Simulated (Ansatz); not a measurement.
**What a change does: single-point calculation on Ti**

System: Ti (P2₁/m, 2 atoms in the cell).
Method of the first run: DFT PBE, scalar-relativistic, plane waves, PAW, no spin polarisation (Ansatz 0.2.0).

The structure derives from an entry of the Crystallography Open Database. Text and figures count atoms from 1; the logs count them from 0 in places.

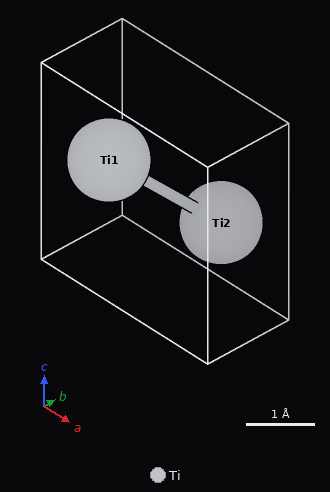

Fig. 1: The structure as given in the input (ball-and-stick view of the cell of the calculation, set on other vectors, seen slightly off an axis; atoms are numbered from 1 in the order of the input). An atom can appear more than once, as a periodic image.

**Input file, the first run**
```yaml
crystal:
  lattice:
    - [2.9384580613, 0.0, 0.0]
    - [-1.4692290306, 2.544779329, 0.0]
    - [0.0, 0.0, 4.6506340146]
  atoms:
    - { symbol: Ti, position: [0.399758354, 0.7152931567, 0.25] }
    - { symbol: Ti, position: [0.600241646, 0.2847068433, 0.75] }
basis:
  ecutwfc: 420
kpoints:
  mp_grid: { grid: [24, 24, 14] }
hamiltonian:
  xc: pbe
scf:
  occupations: { method: gaussian, width: 0.15 }
output:
  forces: true
  stress: true
  eigenvalues: true
  write_density: true
  write_potential: true
  elf: true
  volumetric_format: npy
```

Command:
```bash
ansatz run input.yaml --threads 2 --pin off --max-ram 5120MiB --backend cpu --events-out ev --progress --plain --runs-dir out
```

Hardware: 2 threads of Arm Neoverse V2, 24 GiB of memory available, shared host.

**Output, shortened to warnings, some set-up lines, iterations and results (the first run)**
```
Basis set: ecut = 420 eV, 687 PW (Γ), exchange–correlation on 40×40×64 points (8 copies of the dense FFT grid, shifted against one another)
Symmetry: 4 space group operations
k-points: 2320 of 8064
Initial density: superposition of atomic densities (neutral atoms: chi_scale 0, normalization atom), corrected by the library's trained network
[...]
SCF iter   1: F=—  HF=-4999.268439 eV  |F-HF|=—  |Δ(HF+E_count)|=         —  Δρ=3.50e-3  dr2=1.80e-3  ethr=1.77e-3  ⟨swp⟩=3.3  Hψ=145409  notcnv=0
SCF iter   2: F=—  HF=-4999.268170 eV  |F-HF|=—  |Δ(HF+E_count)|=   2.69e-4  Δρ=1.88e-3  dr2=5.53e-4  ethr=7.52e-6  ⟨swp⟩=1.0  Hψ=56015  notcnv=0
SCF iter   3: F=—  HF=-4999.268399 eV  |F-HF|=—  |Δ(HF+E_count)|=   2.29e-4  Δρ=2.29e-4  dr2=1.01e-5  ethr=2.31e-6  ⟨swp⟩=2.7  Hψ=55840  notcnv=0
SCF iter   4: F=—  HF=-4999.268414 eV  |F-HF|=—  |Δ(HF+E_count)|=   1.58e-5  Δρ=4.65e-5  dr2=4.77e-7  ethr=4.19e-8  ⟨swp⟩=2.4  Hψ=60935  notcnv=0
SCF iter   5: F=-4999.268414 eV  HF=-4999.268414 eV  |F-HF|=1.56e-9  |Δ(HF+E_count)|=   2.13e-7  Δρ=7.66e-6  dr2=9.43e-9  ethr=1.99e-9  ⟨swp⟩=2.0  Hψ=60595  notcnv=0
SCF iter   6: F=-4999.268414 eV  HF=-4999.268414 eV  |F-HF|=8.19e-12  |Δ(HF+E_count)|=   4.15e-9  Δρ=1.33e-6  dr2=2.74e-10  ethr=3.93e-11  ⟨swp⟩=4.0  Hψ=186652  notcnv=0
SCF 1 converged in 6 iterations: F = -4999.268414 eV  dr2 = 2.74e-10
SCF converged after 6 iterations
Free energy (F): -4999.268414 eV
Harris-Foulkes:  -4999.268414 eV  (|F-HF|=8.19e-12)
Internal energy: -4999.235489 eV  (E = F + TS)
E sigma→0 (E₀):  -4999.251952 eV
Entropy (-TS):   -0.032925 eV (-16.462 meV/atom)
Fermi energy:    13.272338 eV
--- Per-component energies (eV) ---
  E_band       = -314.978783
  E_kinetic    = 545.030138
  E_local      = -1631.560669  (includes V_loc(G=0)·N_el)
  E_nonlocal   = 16.431487
  E_hartree    = 670.506680
  E_xc         = -194.908910
  E_vxc        = -243.843307  (∫ρ·V_xc dr)
  E_paw        = -2095.336571  (= ΣΔE_a)
  E_vpaw       = -342.050559  (= ΣTr[D̂ρ^β])
  E_aug_tail   = 0.000237  (compensation charges beyond the density's cutoff)
  E_ewald      = -2309.397882
  E_smearing   = -0.032925  (= −TS)
  E_closure    = 0.000000  (closes the sum)
  Σ components = -4999.268414   (vs F -4999.268414, Δ=0.00e0)
--- Forces (eV/Å), atoms counted from 1 ---
  atom   1  Ti    -0.25095604    -0.28033854    -0.00000000
  atom   2  Ti     0.25095604     0.28033854     0.00000000
  max |Σ_I F_I| component: 5.55e-17 eV/Å
--- Stress (GPa, compression-positive) ---
       -3.445600      -1.946419      -0.000000
       -1.946419       1.707592       0.000000
       -0.000000       0.000000       0.935723
  P = ⅓ Tr σ = -0.2674 GPa (-2.674 kbar)
```

For the second run the input was changed thus:
```diff
-    - { symbol: Ti, position: [0.399758354, 0.7152931567, 0.25] }
-    - { symbol: Ti, position: [0.600241646, 0.2847068433, 0.75] }
+    - { symbol: Ti, position: [0.3902690654, 0.7083465153, 0.25] }
+    - { symbol: Ti, position: [0.6097309346, 0.2916534847, 0.75] }
```

How does the second run compare with the first run?

With the same functional and potentials, the second run lies 9.1 meV per atom lower. The largest force goes from 0.376 to 0.350 eV/Å. The number of SCF iterations is the same.

**Output, shortened to warnings, some set-up lines, iterations and results (the second run)**
```
Basis set: ecut = 420 eV, 687 PW (Γ), exchange–correlation on 40×40×64 points (8 copies of the dense FFT grid, shifted against one another)
Symmetry: 4 space group operations
k-points: 2320 of 8064
Initial density: superposition of atomic densities (neutral atoms: chi_scale 0, normalization atom), corrected by the library's trained network
[...]
SCF iter   1: F=—  HF=-4999.286706 eV  |F-HF|=—  |Δ(HF+E_count)|=         —  Δρ=3.83e-3  dr2=2.23e-3  ethr=1.77e-3  ⟨swp⟩=3.3  Hψ=144710  notcnv=0
SCF iter   2: F=—  HF=-4999.286339 eV  |F-HF|=—  |Δ(HF+E_count)|=   3.66e-4  Δρ=2.02e-3  dr2=6.57e-4  ethr=9.29e-6  ⟨swp⟩=1.0  Hψ=55821  notcnv=0
SCF iter   3: F=—  HF=-4999.286562 eV  |F-HF|=—  |Δ(HF+E_count)|=   2.23e-4  Δρ=2.51e-4  dr2=1.12e-5  ethr=2.74e-6  ⟨swp⟩=2.6  Hψ=55748  notcnv=0
SCF iter   4: F=—  HF=-4999.286580 eV  |F-HF|=—  |Δ(HF+E_count)|=   1.73e-5  Δρ=5.31e-5  dr2=6.61e-7  ethr=4.69e-8  ⟨swp⟩=2.4  Hψ=61478  notcnv=0
SCF iter   5: F=-4999.286579 eV  HF=-4999.286579 eV  |F-HF|=1.53e-9  |Δ(HF+E_count)|=   2.93e-7  Δρ=7.93e-6  dr2=1.12e-8  ethr=2.75e-9  ⟨swp⟩=2.0  Hψ=60617  notcnv=0
SCF iter   6: F=-4999.286579 eV  HF=-4999.286579 eV  |F-HF|=3.64e-10  |Δ(HF+E_count)|=   4.81e-9  Δρ=1.55e-6  dr2=5.45e-10  ethr=4.66e-11  ⟨swp⟩=3.7  Hψ=180814  notcnv=0
SCF 1 converged in 6 iterations: F = -4999.286579 eV  dr2 = 5.45e-10
SCF converged after 6 iterations
Free energy (F): -4999.286579 eV
Harris-Foulkes:  -4999.286579 eV  (|F-HF|=3.64e-10)
Internal energy: -4999.255553 eV  (E = F + TS)
E sigma→0 (E₀):  -4999.271066 eV
Entropy (-TS):   -0.031027 eV (-15.513 meV/atom)
Fermi energy:    13.293412 eV
--- Per-component energies (eV) ---
  E_band       = -315.069684
  E_kinetic    = 544.944524
  E_local      = -1630.466789  (includes V_loc(G=0)·N_el)
  E_nonlocal   = 16.345873
  E_hartree    = 669.956480
  E_xc         = -194.912410
  E_vxc        = -243.846806  (∫ρ·V_xc dr)
  E_paw        = -2095.282441  (= ΣΔE_a)
  E_vpaw       = -341.960606  (= ΣTr[D̂ρ^β])
  E_aug_tail   = 0.000238  (compensation charges beyond the density's cutoff)
  E_ewald      = -2309.841026
  E_smearing   = -0.031027  (= −TS)
  E_closure    = -0.000000  (closes the sum)
  Σ components = -4999.286579   (vs F -4999.286579, Δ=0.00e0)
--- Forces (eV/Å), atoms counted from 1 ---
  atom   1  Ti    -0.23238494    -0.26114860    -0.00000000
  atom   2  Ti     0.23238494     0.26114860     0.00000000
  max |Σ_I F_I| component: 0.00e0 eV/Å
--- Stress (GPa, compression-positive) ---
       -2.976815      -1.858305      -0.000000
       -1.858305       1.708627       0.000000
       -0.000000       0.000000       0.697249
  P = ⅓ Tr σ = -0.1903 GPa (-1.903 kbar)
```

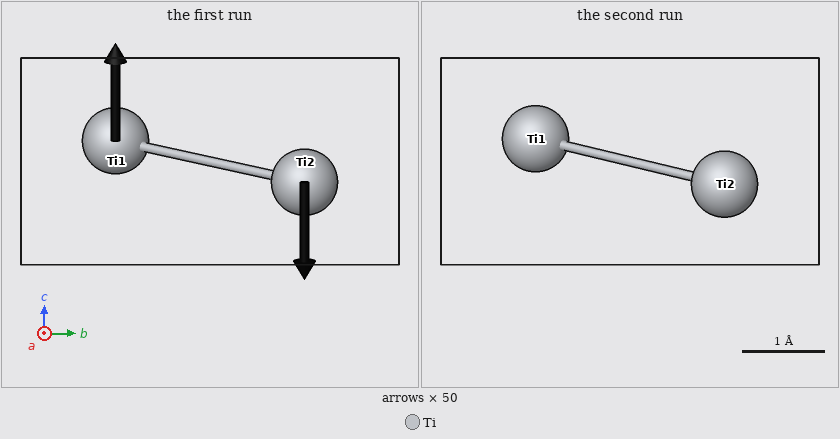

Fig. 2: The two input geometries at one scale (ball-and-stick view of the cell of the calculation, set on other vectors, along the a axis). The black arrows on the first give the shifts of the atoms relative to the cell, with their mean removed, magnified 50 times. The largest moves, 0.025 Å, are those of Ti1 and Ti2. (The mean shift of all atoms is removed.) The cell doesn't change. Among the contacts that change: Ti1–Ti2 3.091 → 3.059 Å.

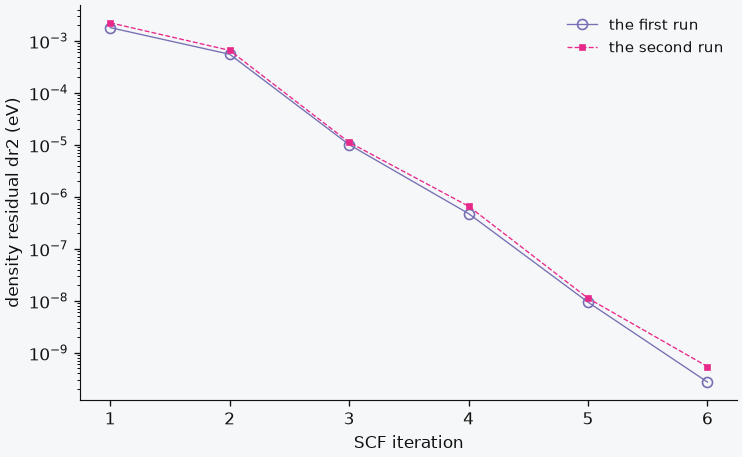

Fig. 3: Convergence of the two runs: density residual dr2 against the SCF iteration. The first run takes 6 iterations in all, and the second run takes 6.

**The two runs side by side**

| quantity | the first run | the second run |
| --- | --- | --- |
| outcome | converged | converged |
| free energy per atom (eV) | −2499.6342 | −2499.6433 |
| energy per atom, smearing taken to zero (eV) | −2499.6260 | −2499.6355 |
| gap on the mesh (eV) | 0.00 | 0.00 |
| pressure (GPa) | −0.27 | −0.19 |
| largest force (eV/Å) | 0.376 | 0.350 |
| SCF iterations | 6 | 6 |
| irreducible k-points | 2320 | 2320 |
| plane waves at Γ | 687 | 687 |
| wall time (shared host) | 30 s | 30 s |
